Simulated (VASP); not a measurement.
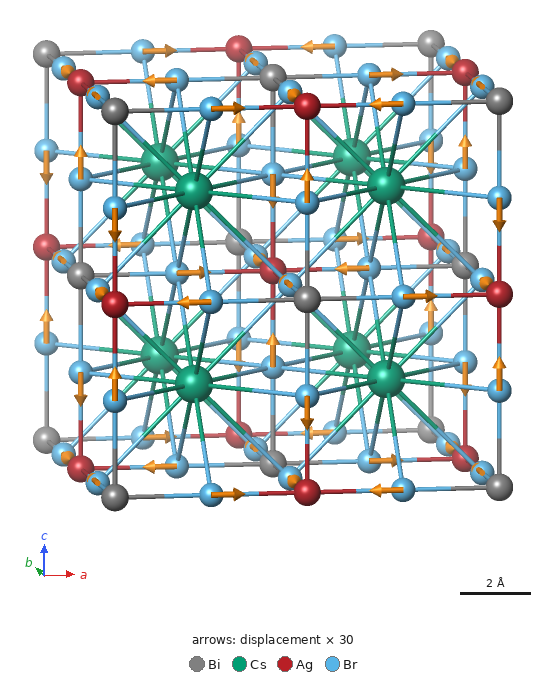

This is a relaxation of a crystal of Cs2AgBiBr6 (set up in Fm-3m). The starting structure is drawn; orange arrows show the displacements (the part carried along by the change of the cell is left out), magnified 30 times.

The picture is a ball-and-stick view of the conventional cell (4 times the calculation's cell), seen slightly off an axis. Lengths and directions refer to the drawn axes.

The run lets cell and atoms move.

The calculation used VASP, Kohn-Sham DFT of a periodic cell, PBE, VASP PAW PBE potentials, recommended.

Input
```
  ALGO = Normal
  EDIFF = 1E-7
  EDIFFG = -0.01
  ENCUT = 600
  GGA = PE
  IBRION = 2
  ISIF = 3
  ISMEAR = -1
  LASPH = T
  LCHARG = F
  LREAL = F
  LWAVE = F
  NELM = 100
  NSW = 60
  PREC = Accurate
  PSTRESS = 20
  SIGMA = 0.05
```

Command:
```bash
cat potpaw_PBE.64/Bi_d/POTCAR potpaw_PBE.64/Cs_sv/POTCAR potpaw_PBE.64/Ag/POTCAR potpaw_PBE.64/Br/POTCAR > POTCAR
mpirun -np 1 vasp_std > vasp.out
```

> Atoms of which element are displaced furthest, and by how much?

Bromine: up to 0.034 Å, against 0.000 Å for caesium.

> What happened in the run?

The largest moves relative to the cell, 0.034 Å, are those of Br atoms. Cs and Ag and Bi stay in place. The drawn cell changes as follows: a = b = c 11.232 → 11.181 Å (−0.5 %); the volume changes by −1.4 %. Among the contacts that change: Ag–Br 2.802 → 2.755 Å, Bi–Br 2.814 → 2.835 Å, Br–Cs 3.971 → 3.953 Å. The space group stays Fm-3m (No. 225). Over 4 geometry steps the energy rises by 28.9 meV per cell of the calculation. With the target pressure of 2 GPa, the enthalpy E + pV changes by −31.8 meV per cell of the calculation. Largest force component: 0.29 eV/Å at the start, 0.0023 eV/Å at the end. The pressure goes from 1.87 to 2.04 GPa.
